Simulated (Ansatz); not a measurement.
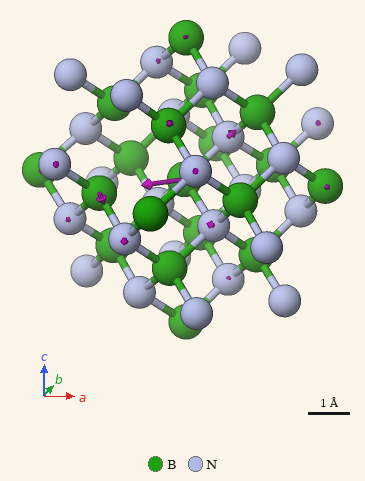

This is a relaxation of a defect cell of composition B₃₂N₃₁ (cell charge −1). The starting structure is drawn; purple arrows show the displacements, 2 times their true length.

Style: ball-and-stick. Shown: the atoms within 4.2 Å of the atom that moves most (axes of the cell of the calculation (origin shifted)), slightly off an axis.

The atoms of the start lie slightly off their symmetric places, so part of the fall in energy undoes that.

Level of theory: DFT, PBEsol, PAW, plane waves (Ansatz). Set-up: plane-wave cutoff 420 eV; k-point mesh 1 × 1 × 1; mesh shifted by (0.25, 0.25, 0.25); no spin polarisation; atoms relaxed in a fixed cell; force threshold 0.03 eV/Å; at most 80 steps.

### What did the optimiser do to the structure, and how much energy did it gain?

A B atom moves most: 0.65 Å along [−1 −1 0]. Largest moves by element: B 0.65 Å, N 0.15 Å. The cell doesn't change. Some distances before and after: B–B 2.500 → 1.773 Å, B–N 1.542 → 2.249 Å, B–N 1.543 → 1.645 Å, B–N 1.586 → 1.490 Å. New bonds form, among them: B–B (2.50 → 1.77 Å). Bonds break, among them: B–N (1.54 → 2.25 Å). Bond angles that change, for instance: B–N–B 109.1° → 125.0°, B–N–B 108.6° → 93.7°, B–N–B 110.4° → 125.0°. Over 12 geometry steps the energy falls by 2.791 eV per cell of the calculation. The largest force component goes from 2.2 to 0.024 eV/Å.

Limits of the set-up: the periodic images lie only 7.2 Å apart, so the values are limited by the cell's size; the cell is charged, on a uniform background, and energies carry no finite-size correction.
